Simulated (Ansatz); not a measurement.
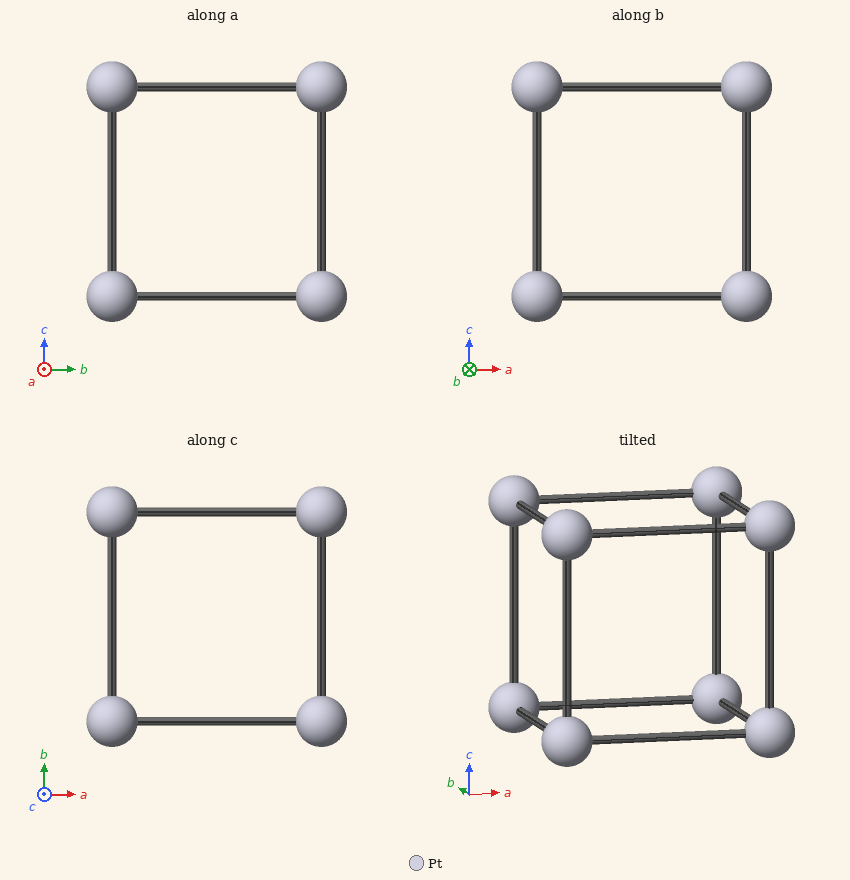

Ball-and-stick representation of a periodic structure, projected along the a axis, along the b axis, along the c axis and slightly off an axis. The wireframe shows the conventional unit cell.

Lattice parameters: a = 2.6246 Å, b = 2.6246 Å, c = 2.6246 Å, α = 90.000°, β = 90.000°, γ = 90.000°.

Express the structure as a CIF with its space group and independent sites.

Answer.
```cif
data_structure
_symmetry_space_group_name_H-M 'P m -3 m'
_symmetry_Int_Tables_number 221
_cell_length_a 2.6246
_cell_length_b 2.6246
_cell_length_c 2.6246
_cell_angle_alpha 90.000
_cell_angle_beta 90.000
_cell_angle_gamma 90.000
_cell_volume 18.08
loop_
_atom_site_label
_atom_site_type_symbol
_atom_site_symmetry_multiplicity
_atom_site_Wyckoff_symbol
_atom_site_fract_x
_atom_site_fract_y
_atom_site_fract_z
_atom_site_occupancy
Pt1 Pt 1 a 0.0000 0.0000 0.0000 1
```

The model was built from a structure type filled with this element by a generator (whether the element takes this form wasn't checked). The structure drawn was relaxed with Ansatz 0.2.0, DFT, PBE, plane waves (420 eV) with PAW, scalar-relativistic.
